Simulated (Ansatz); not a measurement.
```
Co O
1.0
     3.20444    0.00000    0.00000
    -1.60222    0.92504    5.13294
     1.60222   -2.77513    0.00000
Co O
2 2
Direct
  0.99949 0.99846 0.99949
  0.49949 0.49847 0.49949
  0.37550 0.12649 0.37550
  0.87553 0.62658 0.87553
```

Space group R3m; a structure from a database of computed crystals, not necessarily the ambient phase; computed pressure about −8 GPa in this cell; spin-polarised.

All numbers below come from Ansatz 0.2.0, DFT PBEsol, scalar-relativistic, plane waves, PAW.

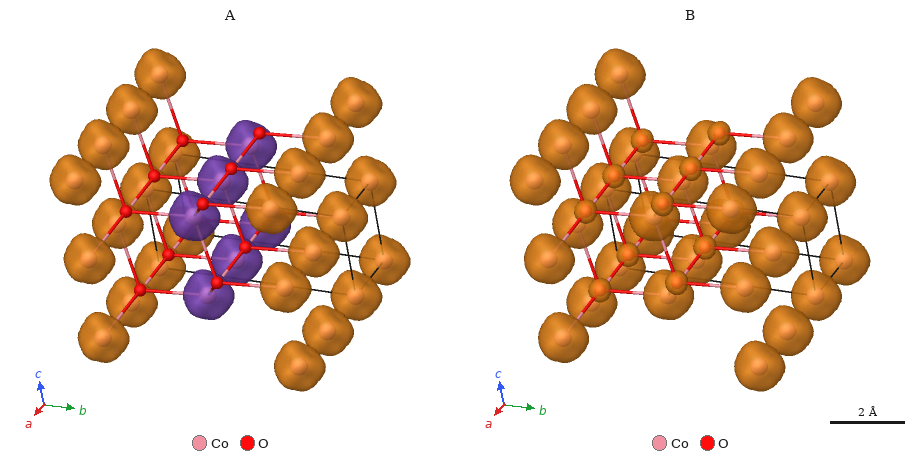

CoO. Spin density of two self-consistent states of the same cell, at +0.4 (orange) and −0.4 e/Å³ (purple).

In a PAW calculation such maps are meaningful between the atoms, not at the nuclei.

Q: Which magnetic state is the more stable, and how do they differ?

A: State A: antiferromagnetic in this solution, which needn't be the ground state, with some nearest magnetic neighbours parallel and some opposed; Co: +2.0 μB and −2.0 μB in one cell of 4 atoms, with smaller moments on other sites: O (±0.15 μB). State B: parallel main moments (a ferromagnetic arrangement) in this solution; Co: +2.2 μB (×2) in one cell of 4 atoms, with smaller moments on other sites: O (up to +0.32 μB). State A lies lower by 33 meV per atom.
